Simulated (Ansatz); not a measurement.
Geometry optimisation.

Program: Ansatz.

```
crystal:
  lattice:
    - [4.222845, 0.0, 0.0]
    - [-2.111422, 3.657091, 0.0]
    - [0.0, 0.0, 16.0]
  atoms:
    - { symbol: Al, position: [0.33333333, 0.66666667, 0.5568963] }
    - { symbol: Al, position: [0.66666667, 0.33333333, 0.4431037] }
    - { symbol: O, position: [0.0, 0.0, 0.5] }
    - { symbol: O, position: [0.33333333, 0.66666667, 0.44238235] }
    - { symbol: O, position: [0.66666667, 0.33333333, 0.55761765] }
  periodic: [true, true, false]
basis:
  ecutwfc: 420
kpoints:
  mp_grid: { grid: [6, 6, 1] }
hamiltonian:
  xc: pbe
scf:
  occupations: { method: gaussian, width: 0.1 }
  lower_state_search: "off"
output:
  forces: true
  stress: true
  eigenvalues: true
relax:
  adjacent_minimum: "off"
  f_tol: 0.04
  max_steps: 70
  cell: { stress_2d_tol: 0.16 }
```

Launched with:
```bash
ansatz run input.yaml --threads 1 --pin off --max-ram 2048MiB --backend cpu --events-out ev --progress --plain --runs-dir out
```

How does the optimisation go?

It had not finished: it stopped at geometry 7. The energy fell by about 1600 meV/atom from the first step to the last. The largest force component goes from about 2.9 eV/Å at the start to 2 eV/Å at the end. The volume shrinks from 84.9 to 46.8 Å³ per atom (−45 %).

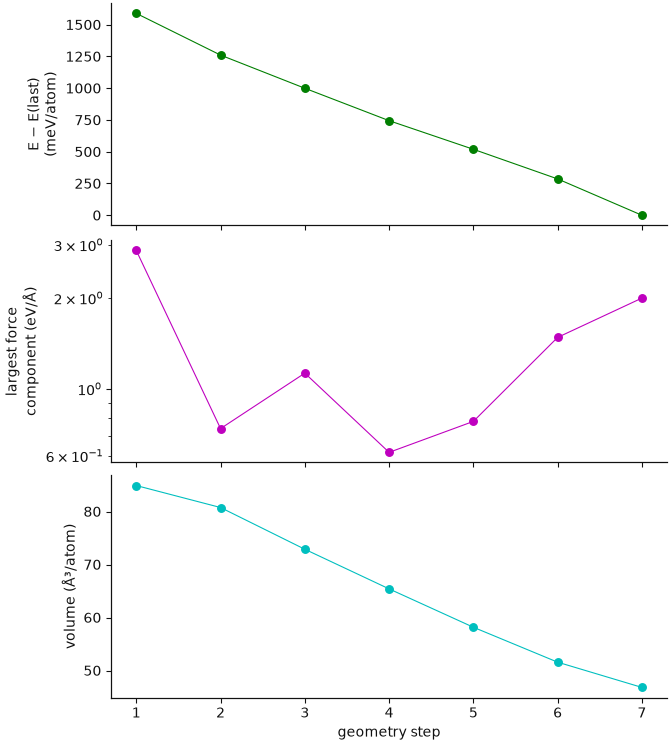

History of the run, step by step.
